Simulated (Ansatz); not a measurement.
**Run report: Sr, band-structure calculation**

The run: band-structure calculation of Sr (Im-3m, 1 atom in the cell). Method and program: DFT, PBE, PAW with Ansatz's default frozen-core files, scalar-relativistic, no spin polarisation (Ansatz 0.2.0).

It belongs to a series of runs on one base structure; here: volume scaled by 1, PAW files. Figures and captions count atoms from 1; the log counts them from 0 in places.

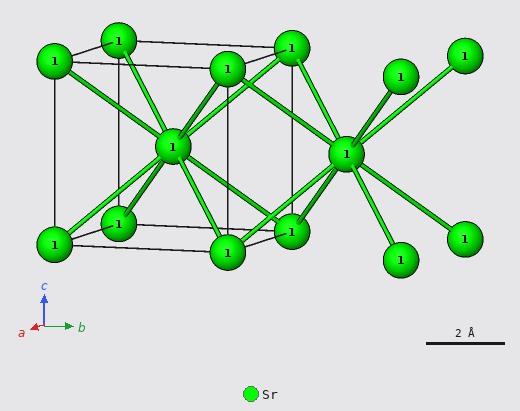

Figure 1. The input geometry (ball-and-stick view of the cell 2 times as large as that of the calculation, set on its symmetry axes, repeated 1 × 2 × 1, seen slightly off an axis; atoms are numbered from 1 in the order of the input). An atom can appear more than once, as a periodic image. Near neighbours in the periodic cell (some may lie outside the picture): Sr has 8 Sr at 4.13 Å.

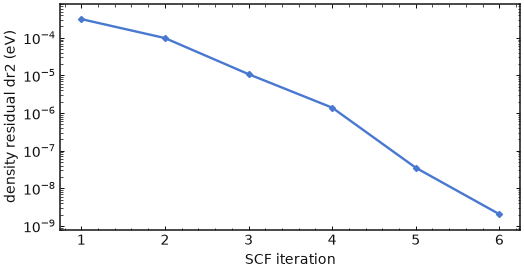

Figure 2. Convergence of the self-consistent field: density residual dr2 against the SCF iteration. The residual falls at every step.

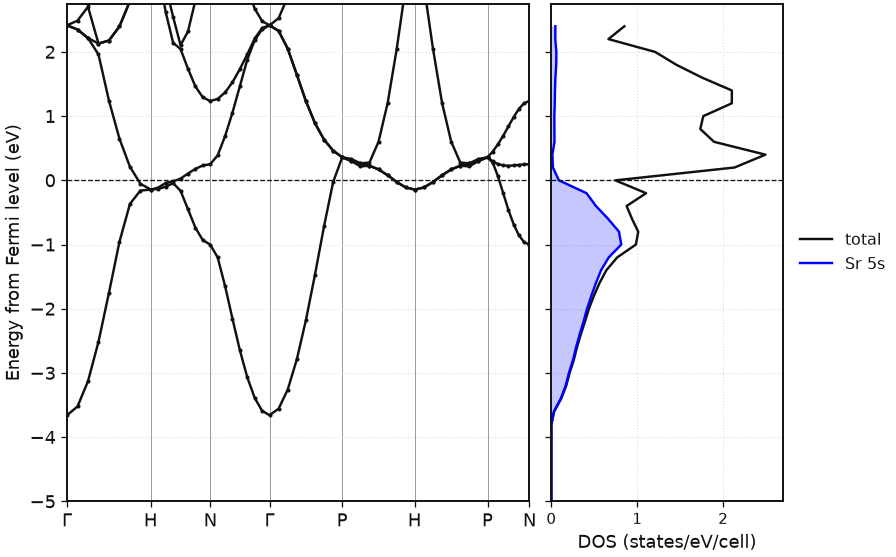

Figure 3. Band structure along Γ–H–N–Γ–P–H–P–N and density of states (projected on Löwdin-orthogonalised atomic shells), with energies from the Fermi level. Bands cross the Fermi level: a metal at this level of theory.

The input that produced these results follows, with the program's output.

## Input file
```yaml
crystal:
  lattice:
    - [-2.3816564995, 2.3816564995, 2.3816564995]
    - [2.3816564995, -2.3816564995, 2.3816564995]
    - [2.3816564995, 2.3816564995, -2.3816564995]
  atoms:
    - { symbol: Sr, position: [0.0, 0.0, 0.0] }
kpoints:
  mp_grid: { grid: [11, 11, 11] }
  band_path:
    path:
      - [0.0, 0.0, 0.0]
      - [0.5, -0.5, 0.5]
      - [0.0, 0.0, 0.5]
      - [0.0, 0.0, 0.0]
      - [0.25, 0.25, 0.25]
      - [0.5, -0.5, 0.5]
      - [0.25, 0.25, 0.25]
      - [0.0, 0.0, 0.5]
    npoints: 8
scf:
  occupations: { method: fermi_dirac, width: 0.05 }
hamiltonian:
  xc: pbe
  pseudopotentials: { kind: paw }
output:
  forces: true
  stress: true
  eigenvalues: true
  populations: true
  dos: { projected: true, de: 0.2, e_range: [-14, 8] }
```

Launch command:
```bash
ansatz run input.yaml --threads 1 --pin off --max-ram 2048MiB --backend cpu --events-out ev --progress --plain --runs-dir out
```

## Log
```
Engine: ansatz 0.2.0, aarch64-unknown-linux-gnu
Pseudopotentials: kind: paw
Pseudopotential: Sr, paw, valence charge 10, recommended cutoff 420 eV (normal), Sr.paw.azcp
Functional definition: PBE
  parameter kappa = 0.804
  parameter beta = 0.06672455060314922
  exchange = pbe_x(kappa = kappa, mu = beta*pi^2/3)
  correlation = pbe_c(beta = beta)
Crystal: 1 atoms, lattice volume = 54.038 Å³
Basis set: ecut = 420 eV, 1055 PW (Γ), exchange–correlation on 60×60×60 points (8 copies of the dense FFT grid, shifted against one another)
Bands: 9, of which v1, the nominal top of the filled ones, is band 5 counted from 1 (4 counted from 0)
Symmetry: 48 space group operations
Space group: Im-3m (ITA 229), of the structure as read, at distance tolerance 3.8e-5 Å
k-points: 56 of 1331
Non-local potential: Sr, projectors of the file, l = 0: 3, l = 1: 2, l = 2: 2
PAW form: soft (Blöchl's): semilocal exchange-correlation on the pseudo side does not see the compensation charge
PAW one-centre angular grid: Sr, 110 points (default); XC on 64 Gauss nodes
Initial density: superposition of atomic densities (neutral atoms: chi_scale 0, normalization atom), corrected by the library's trained network
Initial wavefunctions: pseudopotential atomic-orbital guess
Functional: x = pbe(κ = 0.804, μ = 0.2195149727645171), c = pbe(β = 0.06672455060314922)
SCF iter   1: F=—  HF=-3544.219184 eV  |F-HF|=—  |Δ(HF+E_count)|=         —  Δρ=8.86e-4  dr2=3.14e-4  ethr=1.77e-3  ⟨swp⟩=7.3  Hψ=4497  notcnv=0
preconditioner: auto → Kerker (q_TF=auto, 2.060 Å⁻¹)  [metal: Δε(μ)=0.043 eV  Ē_g=3.533 eV  σ=0.050 eV  W_gap=0.21  n_scr=12 (ndim 8)  ℏωp=7.1 eV  f_vac=0.000  D(μ)=1.08/eV (n_scr^D=12)]
SCF iter   2: F=—  HF=-3544.219802 eV  |F-HF|=—  |Δ(HF+E_count)|=   6.18e-4  Δρ=4.53e-4  dr2=9.85e-5  ethr=3.14e-6  ⟨swp⟩=3.4  Hψ=1469  notcnv=0
SCF iter   3: F=—  HF=-3544.219895 eV  |F-HF|=—  |Δ(HF+E_count)|=   9.28e-5  Δρ=1.36e-4  dr2=1.08e-5  ethr=9.85e-7  ⟨swp⟩=2.9  Hψ=730  notcnv=0
SCF iter   4: F=—  HF=-3544.219899 eV  |F-HF|=—  |Δ(HF+E_count)|=   4.70e-6  Δρ=4.46e-5  dr2=1.39e-6  ethr=1.08e-7  ⟨swp⟩=2.0  Hψ=560  notcnv=0
iter 5 did not close the SCF: its close was put off for the readings that it lacked (scf_convergence_deferred on its scf_iter line)
SCF iter   5: F=-3544.219899 eV  HF=-3544.219899 eV  |F-HF|=4.49e-9  |Δ(HF+E_count)|=   2.17e-7  Δρ=6.79e-6  dr2=3.51e-8  ethr=1.39e-8  ⟨swp⟩=2.0  Hψ=561  notcnv=0
SCF iter   6: F=-3544.219899 eV  HF=-3544.219899 eV  |F-HF|=9.55e-12  |Δ(HF+E_count)|=   8.90e-9  Δρ=2.04e-6  dr2=2.04e-9  ethr=3.51e-10  ⟨swp⟩=3.7  Hψ=2538  notcnv=0
SCF 1 converged in 6 iterations: F = -3544.219899 eV  dr2 = 2.04e-9
  greatest PAW one-centre occupation: 0.988 electrons in one spin orbital (limit 2), on the Sr atom at site 0 (counted from 0), in its partial waves of l = 0
NSCF: frozen V_eff on 57 k-points
SCF converged after 6 iterations
Free energy (F): -3544.219899 eV
Harris-Foulkes:  -3544.219899 eV  (|F-HF|=9.55e-12)
Internal energy: -3544.210533 eV  (E = F + TS)
E sigma→0 (E₀):  -3544.215216 eV
Entropy (-TS):   -0.009367 eV (-9.367 meV/atom)
Fermi energy:    5.184821 eV
--- Per-component energies (eV) ---
  E_band       = -134.730792
  E_kinetic    = 241.608844
  E_local      = -765.958418  (includes V_loc(G=0)·N_el)
  E_nonlocal   = 202.797508
  E_hartree    = 193.434814
  E_xc         = -171.307668
  E_vxc        = -159.360777  (∫ρ·V_xc dr)
  E_paw        = -2694.709735  (= ΣΔE_a)
  E_vpaw       = -40.688318  (= ΣTr[D̂ρ^β])
  E_aug_tail   = -0.000001  (compensation charges beyond the density's cutoff)
  E_ewald      = -550.075877
  E_smearing   = -0.009367  (= −TS)
  E_closure    = -0.000000  (closes the sum)
  Σ components = -3544.219899   (vs F -3544.219899, Δ=0.00e0)
--- Forces (eV/Å), atoms counted from 1 ---
  atom   1  Sr    -0.00000000     0.00000000    -0.00000000
  max |Σ_I F_I| component: 7.60e-32 eV/Å
--- Stress (GPa, compression-positive) ---
        0.003274      -0.000000       0.000000
       -0.000000       0.003274      -0.000000
        0.000000      -0.000000       0.003274
  P = ⅓ Tr σ = 0.0033 GPa (0.033 kbar)
--- Band table (eV; the first three rows and the last of 56) ---
  k-point 0: bands = ["-31.3542", "-13.2388", "-13.2388", "-13.2388", "1.5272", "7.5991", "7.5991", "7.5991", "8.9424"]
  k-point 1: bands = ["-31.3529", "-13.2561", "-13.2444", "-13.2388", "1.6702", "7.4711", "7.5040", "7.7371", "8.7594"]
  k-point 2: bands = ["-31.3494", "-13.3021", "-13.2595", "-13.2388", "2.0822", "7.1013", "7.1695", "8.1443", "8.6250"]
  k-point 55: bands = ["-31.3254", "-13.3894", "-13.3865", "-13.3865", "5.0369", "5.0883", "8.6411", "8.6411", "8.6455"]
--- Löwdin populations: 1 site ---
  site symbol       q [e]
     0     Sr      9.5513
  spilling = 0.044873 (of n_electrons = 10.000000)
```

## File dos.tsv
```
# E-E_F[eV]	g_bin_mean(E)[states/eV]	N(E)
# format = ansatz-dos/2
# fermi_ev = 5.184821
# fermi_mp_grid = 11 11 11
# fermi_mp_shift = 0 0 0
# tetrahedron_fermi_ev = 5.175106
# g_bin_mean(E): the states in a bin one row spacing wide, centred on E, divided by that spacing. States that the method places at a single energy (under output.dos.method: tetrahedron, those of a tetrahedron whose four corners have one energy) are counted whole in the row whose bin holds that energy (on the edge of two bins, in the lower row). The sum of g_bin_mean over a run of rows, times the row spacing, is the number of states from half a spacing under the first of them to half a spacing over the last (a plain sum, not the trapezoid rule).
-14.000000	0.000000e0	8.000000e0
-13.800000	0.000000e0	8.000000e0
-13.600000	0.000000e0	8.000000e0
-13.400000	0.000000e0	8.000000e0
-13.200000	0.000000e0	8.000000e0
-13.000000	0.000000e0	8.000000e0
-12.800000	0.000000e0	8.000000e0
-12.600000	0.000000e0	8.000000e0
-12.400000	0.000000e0	8.000000e0
-12.200000	0.000000e0	8.000000e0
-12.000000	0.000000e0	8.000000e0
-11.800000	0.000000e0	8.000000e0
-11.600000	0.000000e0	8.000000e0
-11.400000	0.000000e0	8.000000e0
-11.200000	0.000000e0	8.000000e0
-11.000000	0.000000e0	8.000000e0
-10.800000	0.000000e0	8.000000e0
-10.600000	0.000000e0	8.000000e0
-10.400000	0.000000e0	8.000000e0
-10.200000	0.000000e0	8.000000e0
-10.000000	0.000000e0	8.000000e0
-9.800000	0.000000e0	8.000000e0
-9.600000	0.000000e0	8.000000e0
-9.400000	0.000000e0	8.000000e0
-9.200000	0.000000e0	8.000000e0
-9.000000	0.000000e0	8.000000e0
-8.800000	0.000000e0	8.000000e0
-8.600000	0.000000e0	8.000000e0
-8.400000	0.000000e0	8.000000e0
-8.200000	0.000000e0	8.000000e0
-8.000000	0.000000e0	8.000000e0
-7.800000	0.000000e0	8.000000e0
-7.600000	0.000000e0	8.000000e0
-7.400000	0.000000e0	8.000000e0
-7.200000	0.000000e0	8.000000e0
-7.000000	0.000000e0	8.000000e0
-6.800000	0.000000e0	8.000000e0
-6.600000	0.000000e0	8.000000e0
-6.400000	0.000000e0	8.000000e0
-6.200000	0.000000e0	8.000000e0
-6.000000	0.000000e0	8.000000e0
-5.800000	0.000000e0	8.000000e0
-5.600000	0.000000e0	8.000000e0
-5.400000	0.000000e0	8.000000e0
-5.200000	0.000000e0	8.000000e0
-5.000000	0.000000e0	8.000000e0
-4.800000	0.000000e0	8.000000e0
-4.600000	0.000000e0	8.000000e0
-4.400000	0.000000e0	8.000000e0
-4.200000	0.000000e0	8.000000e0
-4.000000	0.000000e0	8.000000e0
-3.800000	0.000000e0	8.000000e0
-3.600000	3.143291e-2	8.000328e0
-3.400000	1.137380e-1	8.016204e0
-3.200000	1.720703e-1	8.045233e0
-3.000000	2.119850e-1	8.083536e0
-2.800000	2.601029e-1	8.130791e0
-2.600000	2.979685e-1	8.186667e0
-2.400000	3.420180e-1	8.250447e0
-2.200000	3.906068e-1	8.323815e0
-2.000000	4.365925e-1	8.406356e0
-1.800000	4.940157e-1	8.499155e0
-1.600000	5.597730e-1	8.604322e0
-1.400000	6.389659e-1	8.723558e0
-1.200000	7.660099e-1	8.862225e0
-1.000000	9.831327e-1	9.038223e0
-0.800000	1.010477e0	9.240623e0
-0.600000	9.383926e-1	9.438324e0
-0.400000	8.752876e-1	9.617250e0
-0.200000	1.102035e0	9.800168e0
0.000000	7.438847e-1	1.000548e1
0.200000	2.131080e0	1.018848e1
0.400000	2.490275e0	1.079443e1
0.600000	1.892420e0	1.119277e1
0.800000	1.732656e0	1.155183e1
1.000000	1.767307e0	1.189460e1
1.200000	2.099208e0	1.226849e1
1.400000	2.099903e0	1.271673e1
1.600000	1.753372e0	1.309738e1
1.800000	1.454152e0	1.341911e1
2.000000	1.207876e0	1.368528e1
2.200000	6.635223e-1	1.387207e1
2.400000	8.490345e-1	1.401067e1
2.600000	1.109620e0	1.421197e1
2.800000	1.310150e0	1.444705e1
3.000000	1.485571e0	1.473164e1
3.200000	1.623076e0	1.503910e1
3.400000	2.325904e0	1.541860e1
3.600000	3.069145e0	1.599010e1
3.800000	2.763676e0	1.659791e1
4.000000	2.683215e0	1.706919e1
4.200000	3.093099e0	1.777046e1
4.400000	2.724736e-2	1.800000e1
4.600000	0.000000e0	1.800000e1
4.800000	0.000000e0	1.800000e1
5.000000	0.000000e0	1.800000e1
5.200000	0.000000e0	1.800000e1
5.400000	0.000000e0	1.800000e1
5.600000	0.000000e0	1.800000e1
5.800000	0.000000e0	1.800000e1
6.000000	0.000000e0	1.800000e1
6.200000	0.000000e0	1.800000e1
6.400000	0.000000e0	1.800000e1
6.600000	0.000000e0	1.800000e1
6.800000	0.000000e0	1.800000e1
7.000000	0.000000e0	1.800000e1
7.200000	0.000000e0	1.800000e1
7.400000	0.000000e0	1.800000e1
7.600000	0.000000e0	1.800000e1
7.800000	0.000000e0	1.800000e1
8.000000	0.000000e0	1.800000e1
```

## File populations.tsv
```
# site	symbol	l	j	q
# orbitals = lowdin
# n_electrons = 10.000000
# spilling = 0.044873
0	Sr	0_4S	-	1.995030
0	Sr	0_5S	-	1.558241
0	Sr	1_4P	-	5.998004
```

## Key numbers

```csv
quantity,value
outcome,converged
space group (tolerance 0.01 Å),Im-3m (229)
electrons treated,10
free energy,−3544.2199 eV
Fermi energy,5.185 eV
pressure,0.00 GPa
electronic character,metal
largest force (length of the vector),under 0.001 eV/Å
hardware,"1 thread of Arm Neoverse V1, 112 GiB of memory available, shared host"
wall time,2.7 s
peak memory,0.29 GiB
```
